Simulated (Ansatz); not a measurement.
**FeSi: density, localisation and related maps**

Input file:

```
crystal:
  lattice:
    - [0.0, 2.8664203609, 2.8664203609]
    - [2.8664203609, 0.0, 2.8664203609]
    - [2.8664203609, 2.8664203609, 0.0]
  atoms:
    - { symbol: Fe, position: [0.25, 0.25, 0.25], spin: 2.03 }
    - { symbol: Fe, position: [0.0, 0.0, 0.0], spin: 2.03 }
    - { symbol: Si, position: [0.75, 0.75, 0.75] }
    - { symbol: Si, position: [0.5, 0.5, 0.5] }
basis:
  ecutwfc: 420
kpoints:
  mp_grid: { grid: [14, 14, 14] }
hamiltonian:
  xc: pbe
scf:
  occupations: { method: gaussian, width: 0.1 }
output:
  forces: true
  stress: true
  eigenvalues: true
  populations: true
  write_density: true
  write_potential: true
  elf: true
  volumetric_format: npy
magnetization:
  spin_polarized: true
relax:
  adjacent_minimum: "off"
  f_tol: 0.01
  max_steps: 80
  cell: { stress_tol: 0.05 }
```

Run with:

```sh
ansatz run input.yaml --threads 1 --pin off --max-ram 2560MiB --backend cpu --events-out ev --progress --plain --runs-dir out
```

Below, planes, directions and counts refer to the conventional cell (a = 5.74 Å, b = 5.74 Å, c = 5.74 Å, α = 90.00°, β = 90.00°, γ = 90.00°).

Space group Fd-3m; a structure generated by program, which may or may not match a known phase; spin-polarised.

Computed with DFT PBE, scalar-relativistic, plane waves, PAW in Ansatz.

Core electrons are frozen (PAW), and the valence fields are smoothed inside the atomic spheres.

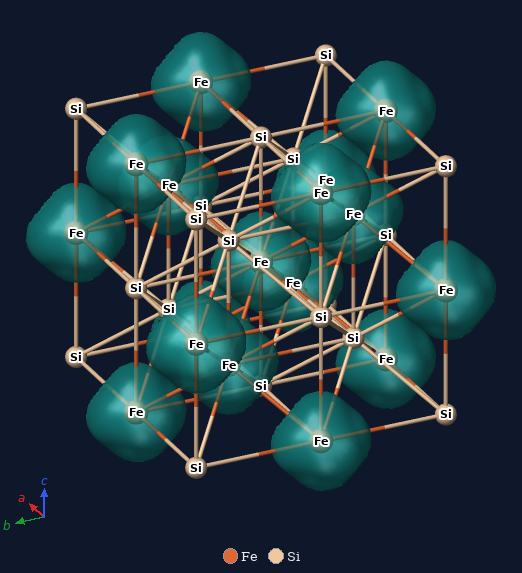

Figure 1. Isosurface of the spin density (up minus down) at +0.05 e/Å³ (teal), seen at an oblique angle. Sticks mark near contacts.

Where is the spin, and how is it ordered?

Answer. The spin density sits on Fe: +1.9 μB (×8) in one cell of 16 atoms: parallel main moments (a ferromagnetic arrangement) in this solution. The cell of the calculation (4 atoms) carries 3.5 μB of net spin moment.

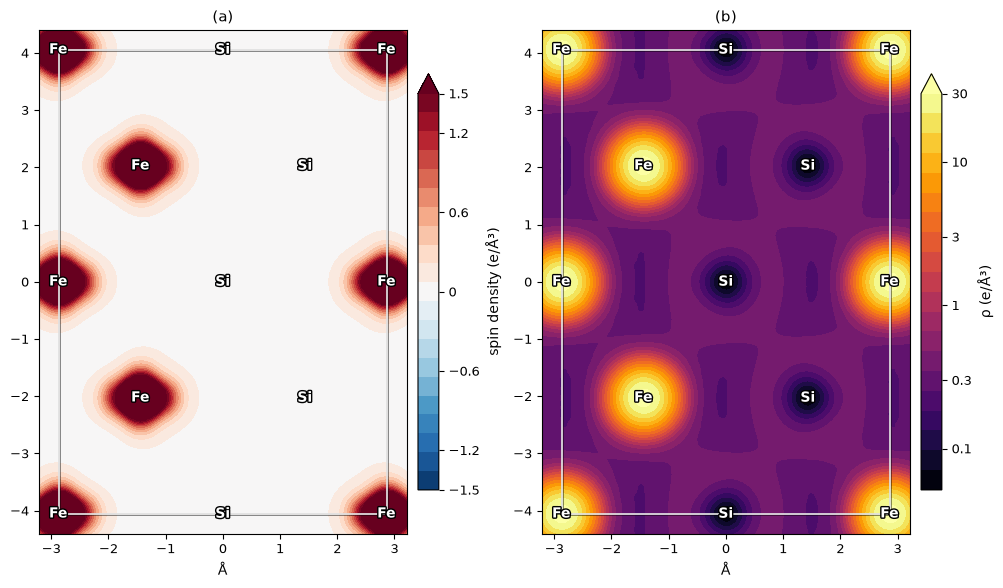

Figure 2. (a) spin density; (b) valence pseudo-density on the (110) plane of the conventional cell.

What does the map show?

Answer. Atoms in the plane: Fe and Si.
Fe–Fe (2.48 Å): ρ is about 0.35 e/Å³ halfway.
Fe–Si (2.48 Å): ρ is about 0.38 e/Å³ halfway.
Si–Si (2.48 Å): ρ is about 0.36 e/Å³ halfway.
Fe–Si (2.87 Å): ρ is about 0.25 e/Å³ halfway.
Between the atoms the lowest density in this plane is 0.24 e/Å³.

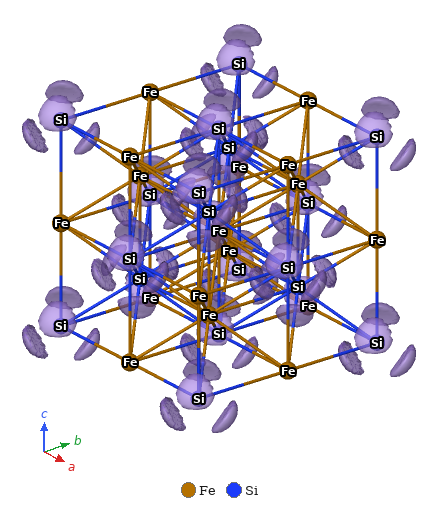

Figure 3. Isosurface of the electron localisation function at 0.65 (purple), seen at an oblique angle. Core shells and regions of very low density are left out. Sticks mark near contacts.

Identify the bonds, lone pairs and shells in this picture.

Answer. The ELF exceeds this value in 32 lobes of the valence shell of Si pointing towards Fe (polar bonds), counted in one cell of 16 atoms. Any copies at cell faces, edges or corners count once.


Fe–Fe (2.48 Å): the ELF is about 0.30 at the midpoint: no shared electron pair shows on this line. Fe–Si (2.48 Å): the ELF peaks at about 0.70 in the valence shell of Si, 0.9 Å from its nucleus, and is about 0.45 at the midpoint.

Does the calculation make it a metal, or give it a gap?

Answer. It is metallic or semimetallic at this level of theory: no gap opens.
